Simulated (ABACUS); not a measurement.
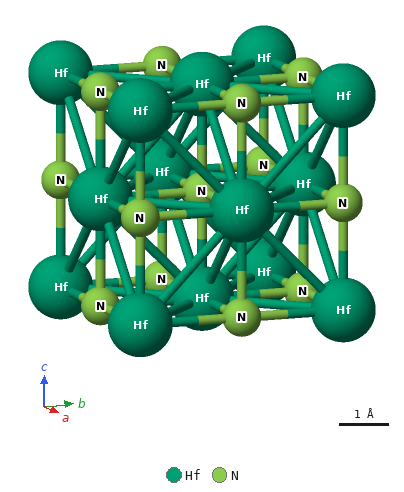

*The input geometry (ball-and-stick view of the cell 4 times as large as that of the calculation, set on its symmetry axes, seen slightly off an axis).*

Near neighbours in the crystal (not all of them lie inside the picture): Hf has 12 Hf at 3.21 Å and 6 N at 2.27 Å; N has 6 Hf at 2.27 Å.

Run report: HfN, single-point calculation at one volume of an equation of state (part 1 of 2)

HfN (Fm-3m, 2 atoms in the cell), computed with Kohn-Sham DFT of a periodic cell, PBE, PseudoDojo NC SR 0.4.1 PBE standard, no spin polarisation (ABACUS 3.10.1).

The structure derives from an entry of the Crystallography Open Database. It belongs to a series of runs on one base structure; here: volume scaled by 1.02.

Log
```
ABACUS v3.10.1

               Atomic-orbital Based Ab-initio Computation at UStc

 ------------------------------------------------------------------------------------

 READING GENERAL INFORMATION
                           global_out_dir = OUT.HfN/
                           global_in_card = INPUT
                               pseudo_dir = ./
                              orbital_dir = ./
                                    DSIZE = 4
                                    GSIZE = 1

 READING UNITCELL INFORMATION
                                    ntype = 2
                  lattice constant (Bohr) = 1.88973
              lattice constant (Angstrom) = 1

 READING ATOM TYPE 1
                               atom label = Hf
                      L=0, number of zeta = 2
                      L=1, number of zeta = 1
                      L=2, number of zeta = 1
             number of atom for this type = 1

 READING ATOM TYPE 2
                               atom label = N
                      L=0, number of zeta = 1
                      L=1, number of zeta = 1
             number of atom for this type = 1

                        TOTAL ATOM NUMBER = 2
DIRECT COORDINATES
    atom                   x                   y                   z     mag                  vx                  vy                  vz
taud_Hf1            0.0000000000        0.0000000000        0.0000000000  0.0000        0.0000000000        0.0000000000        0.0000000000
taud_N1            0.5000000000        0.5000000000        0.5000000000  0.0000        0.0000000000        0.0000000000        0.0000000000

                          Volume (Bohr^3) = 158.068
                             Volume (A^3) = 23.4232

 Lattice vectors: (Cartesian coordinate: in unit of a_0)
                   +0            +2.27094            +2.27094
             +2.27094                  +0            +2.27094
             +2.27094            +2.27094                  +0
 Reciprocal vectors: (Cartesian coordinate: in unit of 2 pi/a_0)
            -0.220173           +0.220173           +0.220173
            +0.220173           -0.220173           +0.220173
            +0.220173           +0.220173           -0.220173
 The esolver type has been set to : ksdft_lcao

                PAO radial cut off (Bohr) = 10

 Read in pseudopotential file is Hf.upf
                     pseudopotential type = NC
          exchange-correlation functional = PBE
                 nonlocal core correction = 1
                        valence electrons = 12
                                     lmax = 3
                           number of zeta = 4
                     number of projectors = 8
                           L of projector = 0
                           L of projector = 0
                           L of projector = 1
                           L of projector = 1
                           L of projector = 2
                           L of projector = 2
                           L of projector = 3
                           L of projector = 3
                PAO radial cut off (Bohr) = 10

 Read in pseudopotential file is N.upf
                     pseudopotential type = NC
          exchange-correlation functional = PBE
                 nonlocal core correction = 1
                        valence electrons = 5
                                     lmax = 1
                           number of zeta = 2
                     number of projectors = 4
                           L of projector = 0
                           L of projector = 0
                           L of projector = 1
                           L of projector = 1
     initial pseudo atomic orbital number = 14

 SETUP THE ELECTRONS NUMBER
            electron number of element Hf = 12
      total electron number of element Hf = 12
             electron number of element N = 5
       total electron number of element N = 5
            AUTOSET number of electrons:  = 17
                           occupied bands = 9
                                   NLOCAL = 14
                                   NBANDS = 13
                                   NBANDS = 13
                                   NLOCAL = 14

%%%%%%%%%%%%%%%%%%%%%%%%%%%%%%%%%%%%%%%%%%%%%%%%%%%%%%%%%%%%%%%%%%%%%%%%%%%%%%%%%%%%%%%%%%%%%%%%%%%%%%%%%%
 Warning: the number of valence electrons in pseudopotential > 4 for Hf: [Xe] 4f14 5d2 6s2
 Pseudopotentials with additional electrons can yield (more) accurate outcomes, but may be less efficient.
 If you're confident that your chosen pseudopotential is appropriate, you can safely ignore this warning.
%%%%%%%%%%%%%%%%%%%%%%%%%%%%%%%%%%%%%%%%%%%%%%%%%%%%%%%%%%%%%%%%%%%%%%%%%%%%%%%%%%%%%%%%%%%%%%%%%%%%%%%%%%

 SETUP THE PLANE WAVE BASIS
 energy cutoff for charge/potential (unit:Ry) = 400
            fft grid for charge/potential = [ 40, 40, 40 ]
                        fft grid division = [ 5, 5, 5 ]
        big fft grid for charge/potential = [ 8, 8, 8 ]
                                     nbxx = 128
                                     nrxx = 16000

 SETUP PLANE WAVES FOR CHARGE/POTENTIAL
                    number of plane waves = 21331
                         number of sticks = 1027

 PARALLEL PW FOR CHARGE/POTENTIAL
     PROC   COLUMNS(POT)             PW
        1            257           5333
        2            256           5333
        3            257           5333
        4            257           5332
 --------------- sum -------------------
        4           1027          21331
                            number of |g| = 250
                                  max |g| = 36.0663
                                  min |g| = 0.145429

----------- Double Check Mixing Parameters Begin ------------
mixing_type: broyden
mixing_beta: 0.7
mixing_gg0: 1
mixing_gg0_min: 0.1
mixing_ndim: 8
----------- Double Check Mixing Parameters End ------------

 LATTICE VECTORS: (CARTESIAN COORDINATE: IN UNIT OF A0)
                   +0            +2.27094            +2.27094
             +2.27094                  +0            +2.27094
             +2.27094            +2.27094                  +0
                       right hand lattice = 1
                                   NORM_A = 3.2116
                                   NORM_B = 3.2116
                                   NORM_C = 3.2116
                           ALPHA (DEGREE) = 60
                           BETA  (DEGREE) = 60
                           GAMMA (DEGREE) = 60

 The lattice vectors have been changed (STRU_SIMPLE.cif)

(for optimal symmetric configuration:)
                             BRAVAIS TYPE = 3
                     BRAVAIS LATTICE NAME = 03. Cubic F (face-centered)
                                    ibrav = 3
                                    IBRAV = 3
                                  BRAVAIS = FACE CENTERED CUBIC
                       LATTICE CONSTANT A = 4.54188
Original cell was already a primitive cell.
                        ROTATION MATRICES = 48
              PURE POINT GROUP OPERATIONS = 48
                   SPACE GROUP OPERATIONS = 48
                              POINT GROUP = O_h
               POINT GROUP IN SPACE GROUP = O_h

 SETUP K-POINTS
                                    nspin = 1
                   Input type of k points = Monkhorst-Pack(Gamma)
                                   nkstot = 1000
                       right hand lattice = 1
(for reciprocal lattice: )
                             BRAVAIS TYPE = 2
                     BRAVAIS LATTICE NAME = 02. Cubic I (body-centered)
                                    ibrav = 2
                       right hand lattice = 1
(for k-lattice: )
                             BRAVAIS TYPE = 2
                     BRAVAIS LATTICE NAME = 02. Cubic I (body-centered)
                                    ibrav = 2
                       right hand lattice = 1
                        ROTATION MATRICES = 48
                               nkstot_ibz = 47
K-POINTS REDUCTION ACCORDING TO SYMMETRY
     IBZ    DIRECT_X    DIRECT_Y    DIRECT_Z  WEIGHT  ibz2bz
       1  0.00000000  0.00000000  0.00000000  0.0010       0
       2  0.10000000  0.10000000  0.10000000  0.0080       1
       3  0.20000000  0.20000000  0.20000000  0.0080       2
       4  0.30000000  0.30000000  0.30000000  0.0080       3
       5  0.40000000  0.40000000  0.40000000  0.0080       4
       6  0.50000000  0.50000000  0.50000000  0.0040       5
       7  0.10000000  0.10000000  0.00000000  0.0060      11
       8  0.20000000  0.20000000  0.10000000  0.0240      12
       9  0.30000000  0.30000000  0.20000000  0.0240      13
      10  0.40000000  0.40000000  0.30000000  0.0240      14
      11  0.50000000  0.50000000  0.40000000  0.0240      15
      12  0.50000000  0.40000000  0.40000000  0.0240      16
      13  0.40000000  0.30000000  0.30000000  0.0240      17
      14  0.30000000  0.20000000  0.20000000  0.0240      18
      15  0.10000000  0.10000000  0.20000000  0.0120      19
      16  0.20000000  0.20000000  0.00000000  0.0060      22
      17  0.30000000  0.30000000  0.10000000  0.0240      23
      18  0.40000000  0.40000000  0.20000000  0.0240      24
      19  0.50000000  0.50000000  0.30000000  0.0240      25
      20 -0.40000000  0.40000000  0.40000000  0.0240      26
      21  0.50000000  0.30000000  0.30000000  0.0240      27
      22  0.40000000  0.20000000  0.20000000  0.0120      28
      23  0.30000000  0.30000000  0.00000000  0.0060      33
      24  0.40000000  0.40000000  0.10000000  0.0240      34
      25  0.50000000  0.50000000  0.20000000  0.0240      35
      26 -0.30000000  0.40000000  0.40000000  0.0240      36
      27 -0.40000000  0.30000000  0.30000000  0.0120      37
      28  0.40000000  0.40000000  0.00000000  0.0060      44
      29  0.50000000  0.50000000  0.10000000  0.0240      45
      30 -0.20000000  0.40000000  0.40000000  0.0120      46
[... 17 further k points ...]

                               nkstot now = 47
[... K-POINTS DIRECT COORDINATES: 47 rows ...]

           k-point number in this process = 47
       minimum distributed K point number = 47
[... stars of the k points ...]

[... K-POINTS CARTESIAN COORDINATES: 47 rows ...]

[... K-POINTS DIRECT COORDINATES: 47 rows ...]

 SETUP PLANE WAVES FOR WAVE FUNCTIONS
     energy cutoff for wavefunc (unit:Ry) = 100
              fft grid for wave functions = [ 40, 40, 40 ]
                    number of plane waves = 3647
                         number of sticks = 313

 PARALLEL PW FOR WAVE FUNCTIONS
     PROC   COLUMNS(POT)             PW
        1             78            912
        2             79            913
        3             78            911
        4             78            911
 --------------- sum -------------------
        4            313           3647

 SET NONLOCAL PSEUDOPOTENTIAL PROJECTORS
 SET NONLOCAL PSEUDOPOTENTIAL PROJECTORS
 max number of nonlocal projetors among all species is 8

 -------------------------------------------
 SELF-CONSISTENT
 -------------------------------------------

 SETUP SEARCHING RADIUS FOR PROGRAM TO SEARCH ADJACENT ATOMS
                  longest orb rcut (Bohr) = 8
   longest nonlocal projector rcut (Bohr) = 2.46
                     search radius (Bohr) = 20.9
              searching radius is (Bohr)) = 20.9
         searching radius unit is (Bohr)) = 1.89
                         PeriodicBoundary = 1
                        Radius(unit:lat0) = 11.1
                                   glayer = [ 6, 6, 6 ]
                             glayer_minus = [ 5, 5, 5 ]

Find the coordinate range of the input atom(unit:lat0).
                                  min_tau = [ -22.7, -22.7, -22.7 ]
                                  max_tau = [ 25, 25, 25 ]
                                BoxNumber = [ 11, 11, 11 ]

 SETUP EXTENDED REAL SPACE GRID FOR GRID INTEGRATION
                          real space grid = [ 40, 40, 40 ]
                 big cell numbers in grid = [ 8, 8, 8 ]
             meshcell numbers in big cell = [ 5, 5, 5 ]
                        extended fft grid = [ 13, 13, 13 ]
                dimension of extened grid = [ 35, 35, 35 ]
                            UnitCellTotal = 125
              Atom number in sub-FFT-grid = 2
    Local orbitals number in sub-FFT-grid = 14
                                ParaV.nnr = 4417
                                 init_chg = atomic

 LCAO ALGORITHM --------------- ION=   1  ELEC=   1--------------------------------

 Density error is 0.134590382736
----------------------------------------------------------
     Energy           Rydberg                 eV
----------------------------------------------------------
 E_KohnSham     -133.4627678826      -1815.8541140541
 E_Harris       -133.0608131168      -1810.3852389019
 E_Fermi        1.3926995206         18.9486490820
----------------------------------------------------------

 LCAO ALGORITHM --------------- ION=   1  ELEC=   2--------------------------------

 Density error is 0.121092634968
----------------------------------------------------------
     Energy           Rydberg                 eV
----------------------------------------------------------
 E_KohnSham     -133.5912543351      -1817.6022619241
 E_Harris       -134.1842950998      -1825.6709954710
 E_Fermi        1.4189251833         19.3054675283
----------------------------------------------------------

 LCAO ALGORITHM --------------- ION=   1  ELEC=   3--------------------------------

 Density error is 0.0155174759029
----------------------------------------------------------
     Energy           Rydberg                 eV
----------------------------------------------------------
 E_KohnSham     -133.7189124526      -1819.3391397188
 E_Harris       -133.6847816938      -1818.8747669222
 E_Fermi        1.4074079086         19.1487669678
----------------------------------------------------------
```
